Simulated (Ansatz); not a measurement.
# CsPbCl₃: band-structure calculation

CsPbCl₃ (Pm-3m, 5 atoms in the cell), computed with DFT, PBE, plane waves, PAW, no spin polarisation (Ansatz 0.2.0).

The structure derives from a Materials Project entry. The geometry comes from this level: r2SCAN.

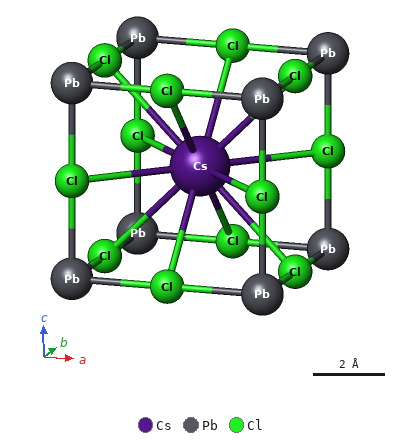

**Figure 1.** The structure as given in the input (ball-and-stick view of the cell of the calculation, seen slightly off an axis). An atom can appear more than once, as a periodic image.

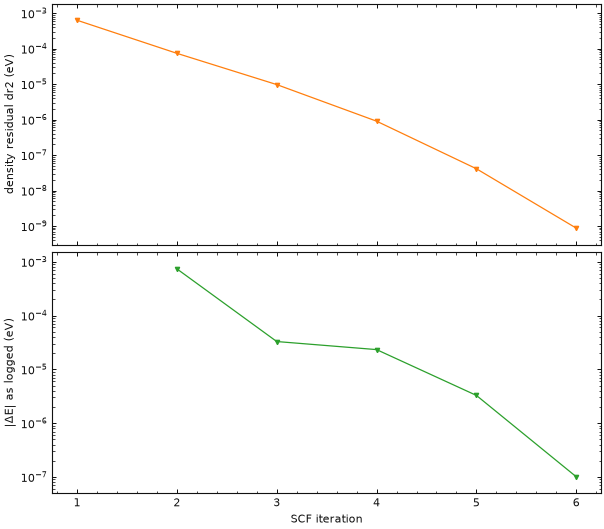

**Figure 2.** Convergence of the self-consistent field: density residual dr2 and size of the energy change against the SCF iteration. The residual falls at every step.

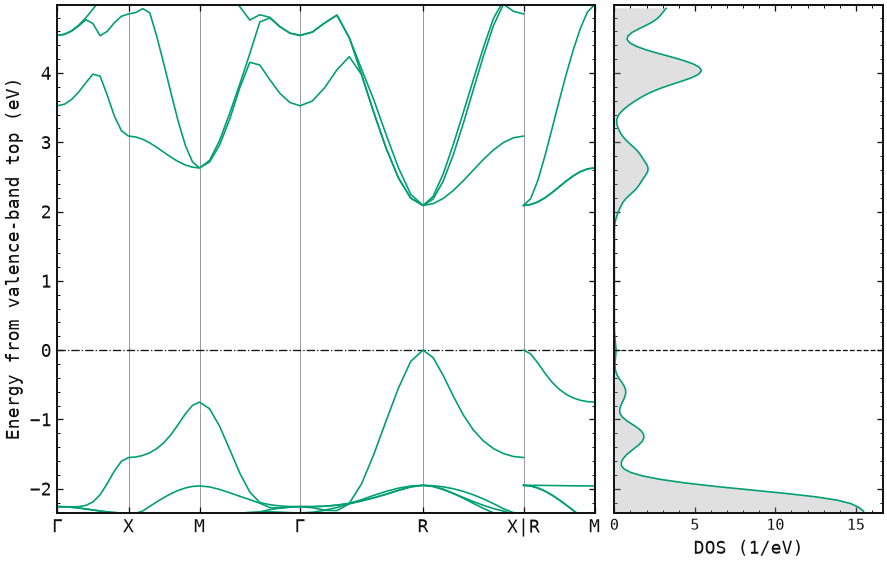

**Figure 3.** Band structure along Γ–X–M–Γ–R–X|R–M and density of states (the curve is built from the levels of the k mesh with Gaussians 0.3 eV wide, which also blur the band edges), with energies from the valence-band top. There is a gap of 2.09 eV on this path, direct, at R.

The input that produced these results follows, with the program's output.

**The input**
```yaml
crystal:
  lattice:
    - [4.014122431, 2.3175546661, 3.2773182345]
    - [-4.014122431, 2.3175546661, 3.2773182345]
    - [0.0, -4.6351093322, 3.2773182345]
  atoms:
    - { symbol: Cs, position: [0.5, 0.5, 0.5] }
    - { symbol: Pb, position: [0.0, 0.0, 0.0] }
    - { symbol: Cl, position: [0.5, 5.14515e-05, 0.9999485485] }
    - { symbol: Cl, position: [5.14515e-05, 0.9999485485, 0.5] }
    - { symbol: Cl, position: [0.9999485485, 0.5, 5.14515e-05] }
kpoints:
  mp_grid: { grid: [4, 4, 4] }
  band_path:
    path:
      - [[0.0, 0.0, 0.0], [2.024051494405e-05, -4.20460300192e-17, -0.4999999995904], [4.048021058097e-05, -0.5, -0.4999797598947], [0.0, 0.0, 0.0], [0.5000404793913, -0.5, -0.4999797598947], [2.024051494405e-05, -4.20460300192e-17, -0.4999999995904]]
      - [[0.5000404793913, -0.5, -0.4999797598947], [4.048021058097e-05, -0.5, -0.4999797598947]]
    npoints: 10
hamiltonian:
  xc: pbe
scf:
  occupations: { method: fermi_dirac, width: 0.02 }
  n_extra_bands: 5
output:
  forces: true
  stress: true
  eigenvalues: true
```

Run as:
```bash
ansatz run input.yaml --threads 4 --pin off --max-ram 5529MiB --backend cpu --events-out ev --progress --plain --runs-dir out
```

**Output**
```
scf.n_extra_bands = 5 over 22 filled bands (N_el = 44.0): the run solves 27 bands
Engine: ansatz 0.2.0, aarch64-unknown-linux-gnu
Pseudopotentials: kind: paw
Pseudopotential: Cs, paw, valence charge 9, recommended cutoff 420 eV (normal), Cs.paw.azcp
Pseudopotential: Pb, paw, valence charge 14, recommended cutoff 420 eV (normal), Pb.paw.azcp
Pseudopotential: Cl, paw, valence charge 7, recommended cutoff 420 eV (normal), Cl.paw.azcp
Functional definition: PBE
  parameter kappa = 0.804
  parameter beta = 0.06672455060314922
  exchange = pbe_x(kappa = kappa, mu = beta*pi^2/3)
  correlation = pbe_c(beta = beta)
Crystal: 5 atoms, lattice volume = 182.932 Å³
Basis set: ecut = 420 eV, 3575 PW (Γ), exchange–correlation on 80×80×80 points (8 copies of the dense FFT grid, shifted against one another)
Bands: 27, of which v1, the nominal top of the filled ones, is band 22 counted from 1 (21 counted from 0)
Symmetry: 6 space group operations
Space group: R32 (ITA 155), of the structure as read, at distance tolerance 5.7e-5 Å
k-points: 13 of 64 (time reversal used)
Non-local potential: Cs, projectors of the file, l = 0: 3, l = 1: 2, l = 2: 2, l = 3: 2
Non-local potential: Pb, projectors of the file, l = 0: 2, l = 1: 2, l = 2: 2, l = 3: 2
Non-local potential: Cl, projectors of the file, l = 0: 2, l = 1: 2, l = 2: 2
PAW form: soft (Blöchl's): semilocal exchange-correlation on the pseudo side does not see the compensation charge
PAW one-centre angular grid: Cs, 194 points (default); XC on 64 Gauss nodes
PAW one-centre angular grid: Pb, 590 points (default); XC on 64 Gauss nodes
PAW one-centre angular grid: Cl, 110 points (default); XC on 64 Gauss nodes
Initial density: superposition of atomic densities (neutral atoms: chi_scale 0, normalization atom), corrected by the library's trained network
Initial wavefunctions: pseudopotential atomic-orbital guess
Functional: x = pbe(κ = 0.804, μ = 0.2195149727645171), c = pbe(β = 0.06672455060314922)
SCF iter   1: F=—  HF=-20823.311107 eV  |F-HF|=—  |Δ(HF+E_count)|=         —  Δρ=5.28e-4  dr2=6.33e-4  ethr=1.77e-3  ⟨swp⟩=8.2  Hψ=1857  notcnv=0
preconditioner: auto → Resta (q_TF=auto, 2.152 Å⁻¹)  ε∞=2.8  [insulator: Δε(μ)=2.098 eV  Ē_g=13.134 eV  σ=0.020 eV  W_gap=1.00  n_scr=26 (ndim 8)  ℏωp=17.8 eV  f_vac=0.069  D(μ)=0.00/eV (n_scr^D=0)  ε∞_Penn≈2.8]
SCF iter   2: F=—  HF=-20823.310370 eV  |F-HF|=—  |Δ(HF+E_count)|=   7.37e-4  Δρ=2.07e-4  dr2=7.39e-5  ethr=1.44e-6  ⟨swp⟩=2.8  Hψ=897  notcnv=0  defer=11
SCF iter   3: F=—  HF=-20823.310403 eV  |F-HF|=—  |Δ(HF+E_count)|=   3.29e-5  Δρ=9.00e-5  dr2=9.72e-6  ethr=1.68e-7  ⟨swp⟩=2.0  Hψ=605  notcnv=0  defer=11
SCF iter   4: F=—  HF=-20823.310426 eV  |F-HF|=—  |Δ(HF+E_count)|=   2.33e-5  Δρ=2.65e-5  dr2=9.04e-7  ethr=2.21e-8  ⟨swp⟩=2.0  Hψ=507  notcnv=0  defer=11
iter 5 did not close the SCF: its close was put off for the readings that it lacked (scf_convergence_deferred on its scf_iter line)
SCF iter   5: F=-20823.310430 eV  HF=-20823.310430 eV  |F-HF|=8.23e-8  |Δ(HF+E_count)|=   3.28e-6  Δρ=4.83e-6  dr2=4.12e-8  ethr=2.05e-9  ⟨swp⟩=2.0  Hψ=611  notcnv=0  defer=11
SCF iter   6: F=-20823.310430 eV  HF=-20823.310430 eV  |F-HF|=2.68e-9  |Δ(HF+E_count)|=   1.01e-7  Δρ=6.84e-7  dr2=8.73e-10  ethr=9.37e-11  ⟨swp⟩=7.8  Hψ=1783  notcnv=0
SCF 1 converged in 6 iterations: F = -20823.310430 eV  dr2 = 8.73e-10
  greatest PAW one-centre occupation: 0.983 electrons in one spin orbital (limit 2), on the Pb atom at site 1 (counted from 0), in its partial waves of l = 2
NSCF: frozen V_eff on 62 k-points
SCF converged after 6 iterations
Free energy (F): -20823.310430 eV
Harris-Foulkes:  -20823.310430 eV  (|F-HF|=2.68e-9)
Internal energy: -20823.310430 eV  (E = F + TS)
E sigma→0 (E₀):  -20823.310430 eV
Fermi energy:    4.586914 eV
--- Per-component energies (eV) ---
  E_band       = -248.252091
  E_kinetic    = 911.928576
  E_local      = -2712.940861  (includes V_loc(G=0)·N_el)
  E_nonlocal   = 465.630832
  E_hartree    = 1026.677158
  E_xc         = -717.864336
  E_vxc        = -626.277465  (∫ρ·V_xc dr)
  E_paw        = -17446.610852  (= ΣΔE_a)
  E_vpaw       = -339.947887  (= ΣTr[D̂ρ^β])
  E_aug_tail   = 0.000322  (compensation charges beyond the density's cutoff)
  E_ewald      = -2350.131268
  E_smearing   = -0.000000  (= −TS)
  E_closure    = 0.000000  (closes the sum)
  Σ components = -20823.310430   (vs F -20823.310430, Δ=0.00e0)
--- Forces (eV/Å), atoms counted from 1 ---
  atom   1  Cs     0.00000000    -0.00000000     0.00000000
  atom   2  Pb    -0.00000000     0.00000000    -0.00000000
  atom   3  Cl     0.00000714    -0.00001236     0.00000000
  atom   4  Cl    -0.00001427    -0.00000000     0.00000000
  atom   5  Cl     0.00000714     0.00001236     0.00000000
  max |Σ_I F_I| component: 5.48e-20 eV/Å
--- Stress (GPa, compression-positive) ---
        0.794902       0.000000       0.000000
        0.000000       0.794902      -0.000000
        0.000000      -0.000000       0.795506
  P = ⅓ Tr σ = 0.7951 GPa (7.951 kbar)
--- Band table (eV; the first three rows and the last of 13) ---
  k-point 0: bands = ["-17.6172", "-13.0988", "-13.0988", "-12.9060", "-12.9060", "-12.9060", "-11.2594", "-10.4984", "-10.4984", "-4.4125", "-4.4125", "-4.4125", "-2.9697", "-0.7556", "-0.7556", "-0.7554", "1.2052", "1.2053", "1.2053", "1.2950", "1.2950", "1.2951", "7.0804", "8.0955", "8.0955", "8.9867", "8.9869"]
  k-point 1: bands = ["-17.6164", "-13.0988", "-13.0573", "-12.9066", "-12.9066", "-12.9060", "-11.1900", "-10.6401", "-10.4975", "-4.4078", "-4.4040", "-4.4040", "-3.4927", "-0.7190", "-0.7189", "0.2061", "1.1528", "1.1581", "1.1581", "1.2465", "1.2466", "1.3630", "7.5363", "8.2661", "8.4768", "8.5568", "8.9941"]
  k-point 2: bands = ["-17.6155", "-13.0987", "-13.0142", "-12.9072", "-12.9072", "-12.9060", "-11.0293", "-10.8751", "-10.4966", "-4.4031", "-4.3954", "-4.3954", "-3.8281", "-0.6806", "-0.6806", "0.6702", "1.1021", "1.1078", "1.1078", "1.2003", "1.2004", "2.0037", "6.6426", "8.4061", "8.9233", "8.9237", "8.9510"]
  k-point 12: bands = ["-17.6128", "-12.9604", "-12.9604", "-12.9084", "-12.9084", "-12.9084", "-10.8723", "-10.8723", "-10.8723", "-5.1545", "-4.4585", "-4.4585", "-4.4585", "0.6559", "0.6559", "0.6560", "1.0497", "1.0497", "1.6027", "1.6027", "1.6027", "3.5539", "5.6418", "5.6420", "5.6420", "8.8376", "9.2970"]
```

**Results in brief**

| quantity | value |
| --- | --- |
| outcome | converged |
| space group (tolerance 0.01 Å) | Pm-3m (221) |
| electrons treated | 44 |
| free energy | −20823.3104 eV |
| Fermi energy | 4.587 eV |
| gap on the k-point mesh | 2.09 eV |
| pressure | 0.80 GPa |
| largest force (length of the vector) | under 0.001 eV/Å |
| hardware | 4 threads of Arm Neoverse V2, 24 GiB of memory available, shared host |
| wall time | 6.5 s (CPU time 23 s) |
| peak memory | 0.52 GiB |

**Remarks**

Spin–orbit coupling is left out, which matters for Pb.
